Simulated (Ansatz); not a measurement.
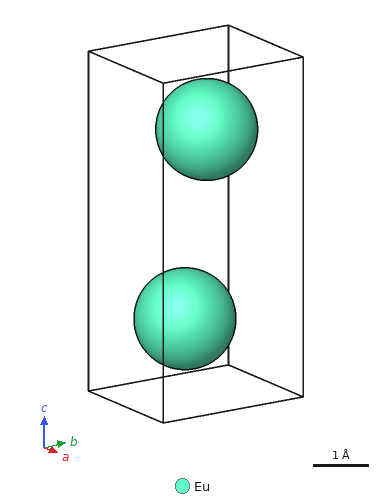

An orthographic spheres-only view of the structure, slightly off an axis. The wireframe shows the conventional unit cell. Cell: a = 3.98 Å, b = 3.98 Å, c = 6.28 Å, α = 90.00°, β = 90.00°, γ = 120.00°.

Source of the structure: a structure type filled with this element by a generator (whether the element takes this form wasn't checked). Earlier steps of the study may have refined or changed the cell and positions. It was run through Ansatz as a DFT input.

**In words:**

The element is europium. Symmetry: P6_3/mmc (No. 194), primitive hexagonal lattice. In terms of structure types, this is hexagonal close-packed (Mg type). The cell holds two atoms. Each Eu atom is coordinated by twelve Eu in an anticuboctahedral arrangement at about 3.9 to 4.0 Å.

Setup: DFT r2SCAN, scalar-relativistic, plane waves, PAW in Ansatz; 500 eV cutoff, Brillouin-zone sampling on a 12×12×8 mesh, Gaussian smearing of 0.05 eV, collinear spins.

**Which atoms carry magnetic moments in this run, and how do they order?**

The state reached is ferromagnetic. Sizes: Eu 7.5 μB; net moment 16.5 μB in the run's cell of 2 atoms.

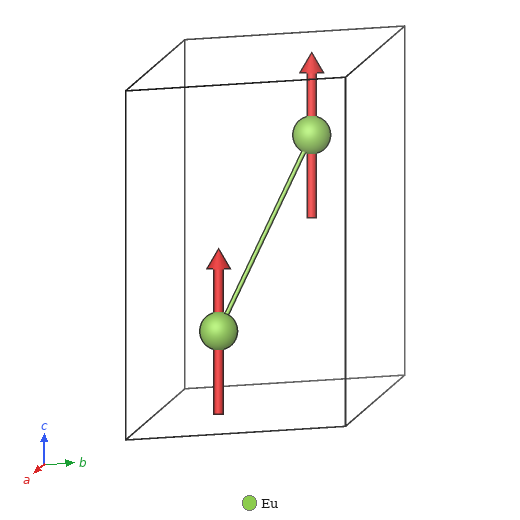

Site moments above 0.25 μB as arrows, small induced ones on non-metal atoms left out (red along the largest or up, blue against, purple across). The run's cell of 2 atoms is drawn.

**What is the band gap, if any?**

A metal: bands cross the Fermi level.

**Is the structure in equilibrium?**

Yes. All forces vanish to within 0.01 eV/Å. The pressure is 0.0 GPa, close to zero.
